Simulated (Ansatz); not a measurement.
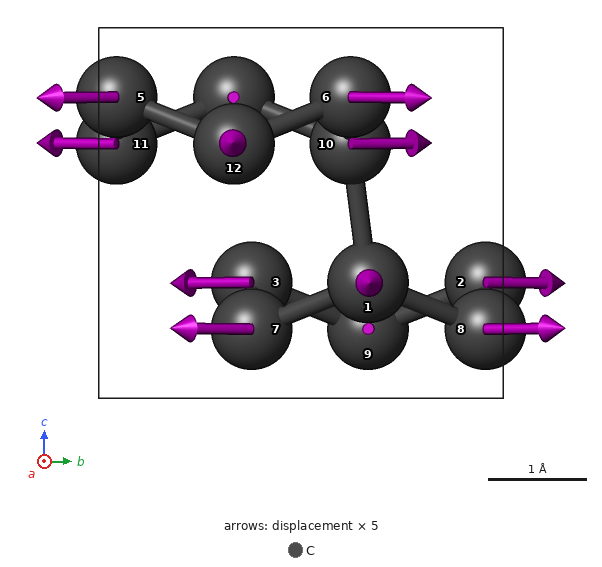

A relaxation of a crystal of C (a generated structure, set up in P6_322) (coarse preliminary run). The starting structure is drawn; purple arrows show the displacements (the part carried along by the change of the cell is left out), 5 times their true length.

Style: ball-and-stick. Shown: the cell of the calculation, along the a axis.

All numbers below come from DFT PBE, scalar-relativistic, plane waves, PAW in Ansatz 0.2.0.

The input:
```yaml
crystal:
  lattice:
    - [4.76560339, 0.0, 0.0]
    - [-2.3828017, 4.1271336, 0.0]
    - [0.0, 0.0, 3.78439057]
  atoms:
    - { symbol: C, position: [0.62219803, 0.66580451, 0.3131748] }
    - { symbol: C, position: [0.33419549, 0.95639353, 0.3131748] }
    - { symbol: C, position: [0.04360647, 0.37780197, 0.3131748] }
    - { symbol: C, position: [0.37780197, 0.33419549, 0.8131748] }
    - { symbol: C, position: [0.66580451, 0.04360647, 0.8131748] }
    - { symbol: C, position: [0.95639353, 0.62219803, 0.8131748] }
    - { symbol: C, position: [0.33419549, 0.37780197, 0.1868252] }
    - { symbol: C, position: [0.62219803, 0.95639353, 0.1868252] }
    - { symbol: C, position: [0.04360647, 0.66580451, 0.1868252] }
    - { symbol: C, position: [0.66580451, 0.62219803, 0.6868252] }
    - { symbol: C, position: [0.37780197, 0.04360647, 0.6868252] }
    - { symbol: C, position: [0.95639353, 0.33419549, 0.6868252] }
basis:
  ecutwfc: 420
kpoints:
  mp_grid: { grid: [6, 6, 4] }
hamiltonian:
  xc: pbe
scf:
  occupations: { method: gaussian, width: 0.1 }
  lower_state_search: "off"
output:
  forces: true
  stress: true
  eigenvalues: true
relax:
  adjacent_minimum: "off"
  f_tol: 0.04
  max_steps: 70
  cell: { stress_tol: 0.4 }
```

Launched with:
```bash
ansatz run input.yaml --threads 1 --pin off --max-ram 2560MiB --backend cpu --events-out ev --progress --plain --runs-dir out
```

Question: What did the optimiser do to the structure, and how much energy did it gain?

Answer: The largest moves relative to the cell, 0.19 Å, are those of 12 atoms (C1, C2, C3, C4 and others). C10 goes along +b. The volume changes by −8.0 %, with a = b 4.766 → 4.350 Å (−8.7 %), c 3.784 → 4.180 Å (+10.5 %). Some distances before and after: C1–C9 2.064 → 1.542 Å, C1–C10 1.459 → 1.566 Å, C1–C7 1.453 → 1.542 Å, C1–C8 1.465 → 1.542 Å. New bonds form: C1–C9 (2.06 → 1.54 Å), C2–C7 (2.06 → 1.54 Å), C3–C8 (2.06 → 1.54 Å), C4–C12 (2.06 → 1.54 Å). Among the angles between lasting bonds that change: C8–C1–C10 121.2° → 109.9°. The space group (tolerance 0.01 Å) goes from P6_322 (No. 182) to P6_3/mmc (No. 194). Over 7 accepted moves (9 points after the start) the energy falls by 12.219 eV per cell of the calculation. The largest force component goes from 3.8 to 0.0019 eV/Å. Pressure: 24.38 GPa at the start and 0.07 GPa at the end. At 2 points the geometry stayed and the basis and grid were re-selected for the new cell (energy shift of 24.5 meV per cell of the calculation at most each time).
